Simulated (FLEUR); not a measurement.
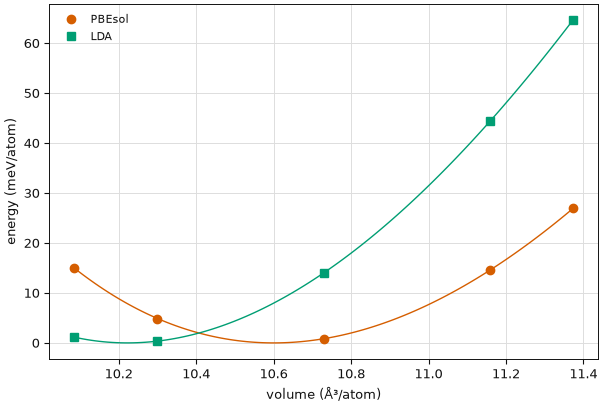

The plot gives the computed energy against volume, with one curve for each functional, for CuO (space group C2/c).

How it was computed, with FLEUR MaX-R8.1 (later development tree): all-electron LAPW DFT, no spin polarisation; energies at scaled volumes of the given cell, shape and fractions fixed, counted from the fit's minimum, third-order Birch-Murnaghan fit. All runs: no spin polarisation.

k mesh 9×9×5; occupations Fermi–Dirac; smearing width 0.05 eV; potentials all electron.

### Order the curves by fitted equilibrium volume, smallest first.

LDA 10.222, PBEsol 10.600 Å³/atom.

### Order the curves by fitted bulk modulus, smallest first.

PBEsol 174.7, LDA 195.5 GPa.

Caveats: shape and atomic fractions are frozen while scaling, which makes layered, chain and framework solids too stiff.
